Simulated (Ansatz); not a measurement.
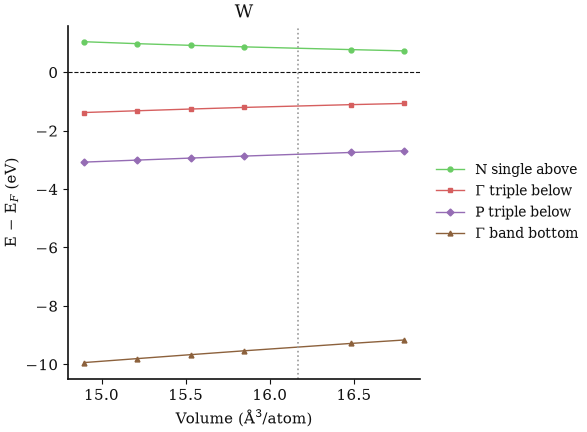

Levels at named k points against volume, from the Fermi level of each run. Each is named by its point, its degeneracy (spin aside) and its side of the Fermi level at the middle volume, where it is the nearest level on that side; the band bottom is the lowest valence level above the core-like shells. One run is left out (dotted line).

System: bcc W, space group Im-3m (No. 229), 1 atom in the primitive cell. The cell is scaled at fixed shape and fractional positions; at the middle volume, cubic a = 3.165 Å. Level of theory: LDA, all-electron LAPW, no spin polarisation, no spin-orbit coupling, 12×12×12 k mesh, Fermi-Dirac smearing of 0.05 eV; code Ansatz.

| volume | N single above (eV) | Γ triple below (eV) | P triple below (eV) | Γ band bottom (eV) |
| --- | --- | --- | --- | --- |
| 14.90 Å³/atom | 1.04 | −1.38 | −3.08 | −9.94 |
| 15.21 Å³/atom | 0.98 | −1.32 | −3.01 | −9.80 |
| 15.53 Å³/atom | 0.92 | −1.26 | −2.94 | −9.67 |
| 15.85 Å³/atom | 0.87 | −1.21 | −2.87 | −9.54 |
| 16.48 Å³/atom | 0.77 | −1.11 | −2.75 | −9.28 |
| 16.80 Å³/atom | 0.73 | −1.07 | −2.69 | −9.17 |

Estimate the levels at 16.16 Å³/atom.

Fits against the logarithm of the volume give +0.82 eV for N single above, −1.16 eV for Γ triple below, −2.81 eV for P triple below and −9.41 eV for Γ band bottom. The run gives +0.82, −1.16, −2.81 and −9.41 eV; the largest miss is under 0.01 eV.

How does the occupied bandwidth scale with volume?

The Fermi level lies 9.94 eV above the band bottom at the smallest volume and 9.17 eV at the largest, a power law of about V^−0.68.

Spin-orbit coupling is left out, which matters for W. The Fermi level is that of this mesh and smearing. The pressure runs from 11 to −24 GPa along the series.
